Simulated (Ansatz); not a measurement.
# A series of single points on Hg

System: Hg (I4/mmm, 1 atom in the cell).
Method: Kohn-Sham DFT of a periodic cell, PBE, all-electron LAPW, scalar-relativistic, no spin polarisation (Ansatz 0.2.0).

The 7 runs differ only in the geometry, by an even scaling of the cell at fixed fractional positions. The structure derives from a Materials Project entry.

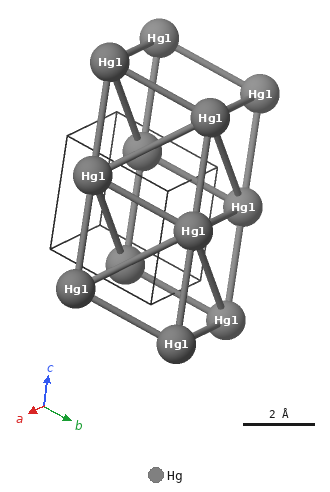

Figure 1. The structure of run 4 (ball-and-stick view of the cell of the calculation, repeated 2 × 2 × 2, seen slightly off an axis; atoms are numbered from 1 in the order of the input).

### Input of run 4
```yaml
crystal:
  lattice:
    - [-1.8767364354, 1.8767364354, 1.916844855]
    - [1.8767364354, -1.8767364354, 1.916844855]
    - [1.8767364354, 1.8767364354, -1.916844855]
  atoms:
    - { symbol: Hg, position: [0.5, 0.5, 0.0] }
kpoints:
  mp_grid: { grid: [10, 10, 10] }
scf:
  occupations: { method: fermi_dirac, width: 0.05 }
hamiltonian:
  xc: pbe
  pseudopotentials: { kind: all_electron, lapw: { basis_error: 0.0005 } }
output:
  forces: true
  stress: true
  eigenvalues: true
```

Command:
```bash
ansatz run input.yaml --threads 1 --pin off --max-ram 2560MiB --backend cpu --events-out ev --progress --plain --runs-dir out
```

Lattice vectors (Å) and fractional positions of run 4:
```
  -1.876736    1.876736    1.916845
   1.876736   -1.876736    1.916845
   1.876736    1.876736   -1.916845
Hg  0.500000  0.500000  0.000000
```

Run 3 differs from it as follows:
```diff
-    - [-1.8767364354, 1.8767364354, 1.916844855]
-    - [1.8767364354, -1.8767364354, 1.916844855]
-    - [1.8767364354, 1.8767364354, -1.916844855]
+    - [-1.8641405093, 1.8641405093, 1.9039797368]
+    - [1.8641405093, -1.8641405093, 1.9039797368]
+    - [1.8641405093, 1.8641405093, -1.9039797368]
```

### Results, with one run withheld

| run | volume per atom (Å³) | free energy per atom, from the lowest run given (meV) | pressure (GPa) |
| --- | --- | --- | --- |
| 1 | 25.385 | 29.23 | 2.76 |
| 2 | 25.925 | 20.93 | 2.19 |
| 3 | 26.465 | ? | ? |
| 4 | 27.006 | 9.02 | 1.40 |
| 5 | 27.546 | 4.89 | 1.06 |
| 6 | 28.086 | 1.91 | 0.72 |
| 7 | 28.626 | 0.00 | 0.42 |

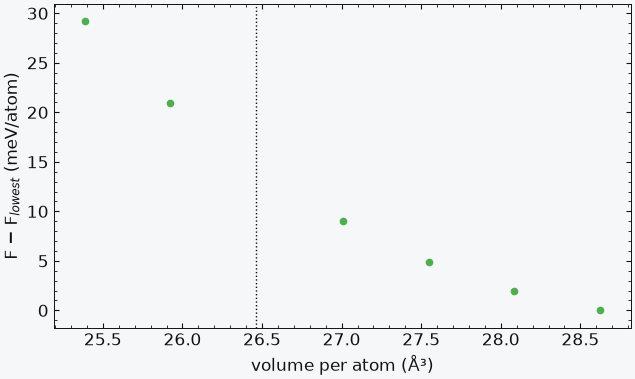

Figure 2. Free energy per atom of the runs given; the dotted line marks run 3.

Estimate the energy of run 3 from the others.

A cubic polynomial in V^(−2/3) (the Birch–Murnaghan form), fitted to the 6 runs given, misses them by at most 0.05 meV per atom. With x = V^(−2/3) − 0.11096 Å⁻², it reads F = 8.547 + 3079.6 x + 2.4616e+05 x² + 1.1697e+06 x³ (meV per atom). At run 3 it gives 14.28 meV per atom, and the run itself gives 14.31. The slope of the fit gives a pressure −dF/dV of 1.77 GPa there, and the run prints 1.75 GPa. The fit has no minimum inside this range.

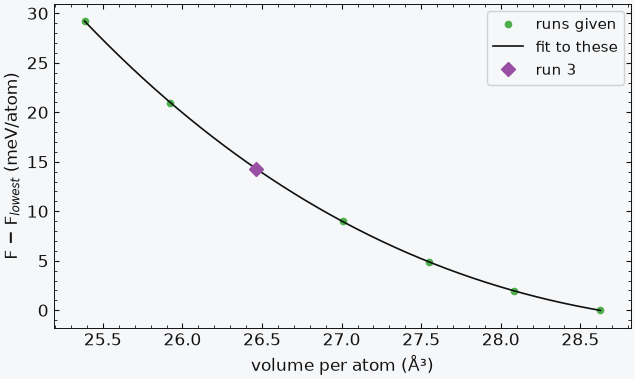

Figure 3. The fit and the withheld run.

### Output, shortened to warnings, some set-up lines, iterations and results (run 3)
```
Basis set: ecut = 201.92044302243482 eV, 177 PW (Γ), exchange–correlation at level 2
Symmetry: 16 space group operations
k-points: 102 of 1000
Initial density: superposition of atomic densities (chi_scale 0.1, normalization cell)
[...]
SCF iter   1: F=—  HF=-533829.860597 eV  |F-HF|=—  |Δ(HF+E_count)|=         —  Δρ=5.75e-3  dr2=6.79e-3  ethr=1.98e-5  ⟨swp⟩=3.6  Hψ=14296  notcnv=0
SCF iter   2: F=—  HF=-533829.840624 eV  |F-HF|=—  |Δ(HF+E_count)|=   2.00e-2  Δρ=2.67e-3  dr2=1.81e-3  ethr=1.98e-5  ⟨swp⟩=2.1  Hψ=6445  notcnv=0
SCF iter   3: F=—  HF=-533829.839860 eV  |F-HF|=—  |Δ(HF+E_count)|=   7.64e-4  Δρ=2.19e-3  dr2=1.36e-3  ethr=5.33e-6  ⟨swp⟩=2.0  Hψ=6397  notcnv=0
SCF iter   4: F=—  HF=-533829.840052 eV  |F-HF|=—  |Δ(HF+E_count)|=   1.92e-4  Δρ=1.15e-3  dr2=4.77e-4  ethr=4.01e-6  ⟨swp⟩=2.0  Hψ=6399  notcnv=0
SCF iter   5: F=—  HF=-533829.840275 eV  |F-HF|=—  |Δ(HF+E_count)|=   2.23e-4  Δρ=5.63e-4  dr2=1.32e-4  ethr=1.40e-6  ⟨swp⟩=2.3  Hψ=6426  notcnv=0
SCF iter   6: F=—  HF=-533829.840339 eV  |F-HF|=—  |Δ(HF+E_count)|=   6.41e-5  Δρ=1.20e-4  dr2=2.97e-6  ethr=8.74e-9  ⟨swp⟩=2.0  Hψ=10907  notcnv=0
SCF iter   7: F=—  HF=-533829.840342 eV  |F-HF|=—  |Δ(HF+E_count)|=   2.74e-6  Δρ=2.75e-5  dr2=1.28e-7  ethr=8.74e-9  ⟨swp⟩=3.0  Hψ=6516  notcnv=0
SCF iter   8: F=-533829.840342 eV  HF=-533829.840342 eV  |F-HF|=4.54e-9  |Δ(HF+E_count)|=   2.66e-7  Δρ=3.50e-6  dr2=2.18e-9  ethr=3.75e-10  ⟨swp⟩=3.0  Hψ=6762  notcnv=0
SCF 1 converged in 8 iterations: F = -533829.840342 eV  dr2 = 2.18e-9
SCF converged after 8 iterations
Free energy (F): -533829.840342 eV
Harris-Foulkes:  -533829.840342 eV  (|F-HF|=4.54e-9)
Internal energy: -533829.837911 eV  (E = F + TS)
E sigma→0 (E₀):  -533829.839127 eV
Entropy (-TS):   -0.002431 eV (-2.431 meV/atom)
Fermi energy:    15.457619 eV
--- Per-component energies (eV) ---
  E_band       = -1445.347073
  E_kinetic    = 610732.050975
  E_xc         = -10135.247540
  E_electrostatic = -1134426.641346  (all electrons and nuclei)
  E_smearing   = -0.002431  (= −TS)
  E_closure    = 0.000000  (closes the sum)
  E_atoms      = -533829.672411  (free atoms, spherical and without spin; not in F)
  Σ components = -533829.840342   (vs F -533829.840342, Δ=0.00e0)
  Basis errors (estimates in eV, not in F): energy 1.4e-4 per atom: plane waves 1.4e-4 (7.0e-5 summed), levels above the bands 5.4e-87, relativity 6.3e-9, radial functions 3.2e-6, core shells 7.3e-8; eigenvalues (radial functions only) 4.0e-5; not estimated: angular momenta, meshes, grids; target …
--- Forces (eV/Å), atoms counted from 1 ---
  atom   1  Hg    -0.00000000    -0.00000000     0.00000000
  max |Σ_I F_I| component: 1.48e-31 eV/Å
--- Stress (GPa, compression-positive) ---
        1.629795      -0.000000       0.000000
       -0.000000       1.629795       0.000000
        0.000000       0.000000       2.002726
  P = ⅓ Tr σ = 1.7541 GPa (17.541 kbar)
```

Notes: Spin–orbit coupling is left out, which matters for Hg.
